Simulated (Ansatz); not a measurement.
System: Tl, space group Fm-3m (No. 225).

Structure:
```
Tl
1.0
     0.00000    2.16500    2.16500
     2.16500    0.00000    2.16500
     2.16500    2.16500    0.00000
Tl
1
Direct
  0.00000 0.00000 0.00000
```

One of the inputs:
```
crystal:
  lattice:
    - [0.0, 2.165, 2.165]
    - [2.165, 0.0, 2.165]
    - [2.165, 2.165, 0.0]
  atoms:
    - { symbol: Tl, position: [0.0, 0.0, 0.0] }
kpoints:
  mp_grid: { grid: [16, 16, 16] }
  band_path:
    path:
      - [0.0, 0.0, 0.0]
      - [0.5, 0.0, 0.5]
      - [0.625, 0.25, 0.625]
      - [0.375, 0.375, 0.75]
      - [0.0, 0.0, 0.0]
      - [0.5, 0.5, 0.5]
      - [0.5, 0.25, 0.75]
      - [0.5, 0.0, 0.5]
    npoints: 14
scf:
  occupations: { method: fermi_dirac, width: 0.05 }
hamiltonian:
  xc: pbe
  pseudopotentials: { kind: paw }
output:
  forces: true
  stress: true
  eigenvalues: true
  efg: { contact_densities: true }
  populations: true
  bader: true
  dos: { projected: true, de: 0.2, e_range: [-14, 8] }
  write_density: true
  write_potential: true
  elf: true
  volumetric_format: npy
```

Launched with:
```bash
ansatz run input.yaml --threads 1 --pin off --max-ram 2048MiB --backend cpu --events-out ev --progress --plain --runs-dir out
```

Method: periodic Kohn-Sham DFT of a crystal at fixed atoms, scaled to the stated factor times the given cell; pressure positive in compression (Ansatz 0.2.0). Level: PBE, no spin-orbit coupling.

```csv
setting,value
method,frozen-core PAW
relativity,scalar
k mesh,16×16×16
occupations,Fermi–Dirac
smearing width,0.05 eV
wave cutoff,420 eV
PAW set,soft_2
```

V(given) is 20.30 Å³/atom.

Predict the pressure against V/V(given). The V/V(given) takes the values 0.96, 0.98, 1.00, 1.02, 1.04.

The pressure falls from 46.0 GPa at V/V(given) 0.96 to 30.5 GPa at 1.04.

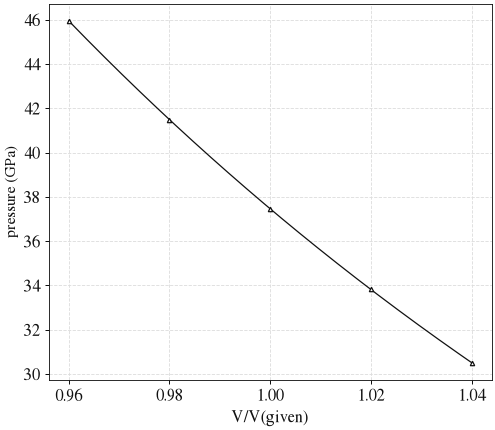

Note: no spin-orbit coupling on heavy atoms; the volumes run don't bracket the minimum of the energy, so any equilibrium value is extrapolated.
